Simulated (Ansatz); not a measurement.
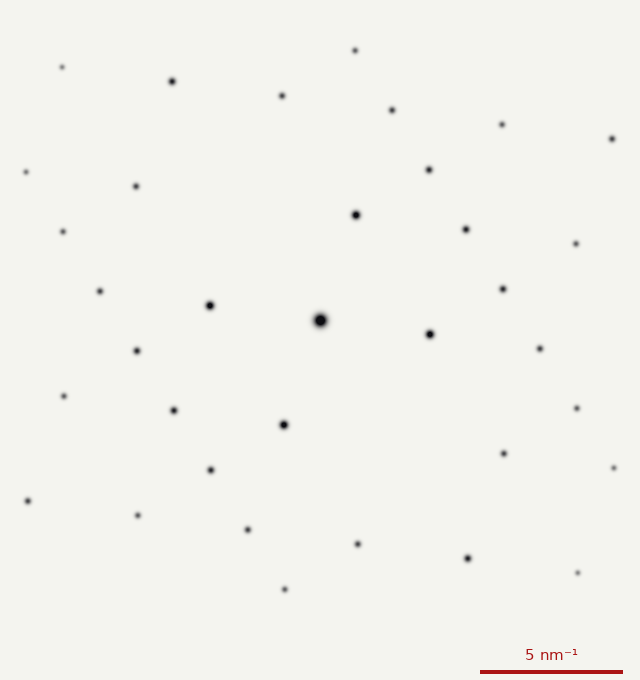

The pattern is a kinematic simulation for 100 kV electrons (no multiple scattering; isotropic B = 0.5 Å²).

> Read the repeat vectors of the pattern off the scale bar.

The spots form a rectangular net whose two shortest vectors correspond to d = 4.03 Å and 3.29 Å, 90.0° apart.

> What is the point symmetry of the pattern, intensities included?

2mm.

> What was simulated?

This cannot be fixed from one zone alone; the pattern is [211] of Zr, space group Pm-3n (No. 223), a = 5.70 Å. The net vectors are 0 1 -1 (itself too weak to see) and -1 1 1 (itself extinct). Structure: the geometry relaxed with DFT, r2SCAN, plane waves (500 eV) with PAW, scalar-relativistic (Ansatz 0.2.0); the starting structure was generated, so it need not be a known form of this composition.
